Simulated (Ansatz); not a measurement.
Geometry optimisation.

Program: Ansatz.

```
crystal:
  lattice:
    - [0.0, 3.205, 3.205]
    - [3.205, 0.0, 3.205]
    - [3.205, 3.205, 0.0]
  atoms:
    - { symbol: Cd, position: [0.0, 0.0, 0.0] }
    - { symbol: Te, position: [0.75, 0.75, 0.75] }
basis:
  ecutwfc: 420
kpoints:
  mp_grid: { grid: [8, 8, 8] }
hamiltonian:
  xc: pbesol
scf:
  occupations: { method: gaussian, width: 0.02 }
output:
  forces: true
  stress: true
  eigenvalues: true
  write_density: true
  write_potential: true
  elf: true
  volumetric_format: npy
relax:
  adjacent_minimum: "off"
  f_tol: 0.005
  max_steps: 80
  cell: { stress_tol: 0.05 }
```

Launched with:
```bash
ansatz run input.yaml --threads 1 --pin off --max-ram 1228MiB --backend cpu --events-out ev --progress --plain --runs-dir out
```

> How does the optimisation go?

The optimisation met its thresholds at geometry 4, counting the start as the first. The energy fell by about 6 meV/atom from the first step to the last. All forces vanish by symmetry, so only the cell moves. The volume grows from 32.9 to 34.2 Å³ per atom (+4 %), overshooting to 34.9 at step 2.

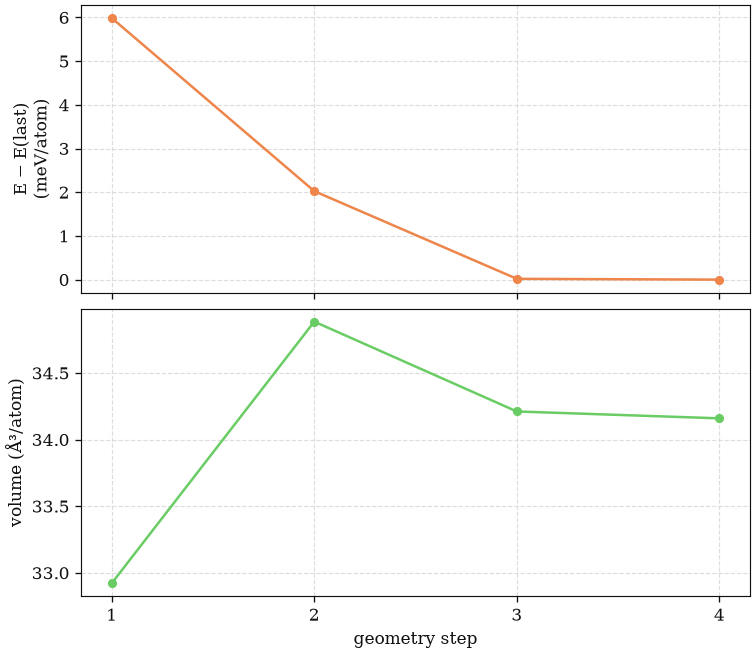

History of the run, step by step. Atoms and cell relax. A closing SCF on a freshly chosen basis isn't drawn.
